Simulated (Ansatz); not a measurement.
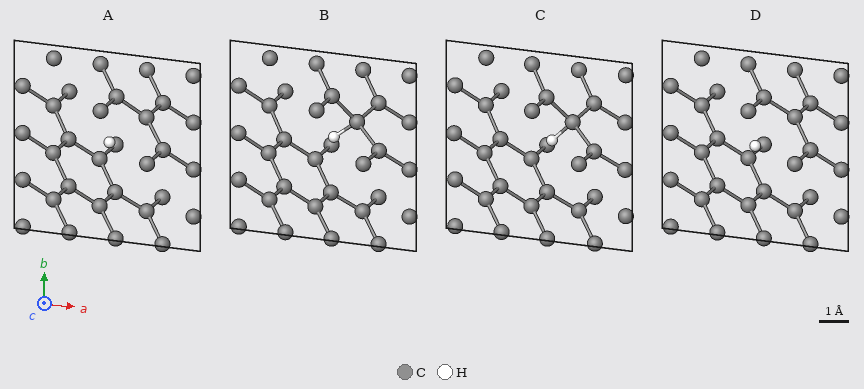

4 geometries from one relaxation of a defect cell of composition HC32, in shuffled order. Style: ball-and-stick. Shown: the cell of the calculation (origin shifted), along the c axis.

Case: H interstitial, charge +0, atoms relaxed.

All numbers below come from DFT PBE+D3(BJ), scalar-relativistic, plane waves, PAW in Ansatz 0.2.0. Set-up: plane-wave cutoff 420 eV; k-point mesh 2 × 2 × 2; occupations gaussian; smearing width 0.02 eV; mesh shifted by (0.5, 0.5, 0.5); collinear spin; atoms relaxed in a fixed cell; force threshold 0.02 eV/Å; at most 60 steps.

> Put them in the order of the run, from the start to the converged end.

D, A, B, C. They are steps 0, 1, 3, 8, at +1.437 eV per cell of the calculation, +1.160 eV per cell of the calculation, +0.143 eV per cell of the calculation relative to the last. Over 6 accepted moves (8 points after the start) the energy falls by 1.437 eV per cell of the calculation. The largest force component goes from 1.1 to 0.012 eV/Å. The line search rejected the trial step at point 5 of the run. 1 step only repeated the SCF at the same geometry. The H atom moves most: 0.50 Å along [2 1 1]. By element the largest moves are H 0.50 Å, C 0.33 Å. The cell stays as it was. Among the contacts that change: C–H 1.922 → 1.119 Å, C–C 1.423 → 1.487 Å, C–C 1.423 → 1.404 Å, C–C 1.423 → 1.433 Å. New bonds form: C–H (1.92 → 1.12 Å). Among the angles between lasting bonds that change: C–C–C 120.0° → 116.1°. Cost: 48 s on 4 threads of Intel(R) Xeon(R) 6975P-C (Granite Rapids), with other jobs on the host, peak memory 0.96 GiB.

Limits of the set-up: the periodic images lie only 6.6 Å apart, so the values are limited by the cell's size.
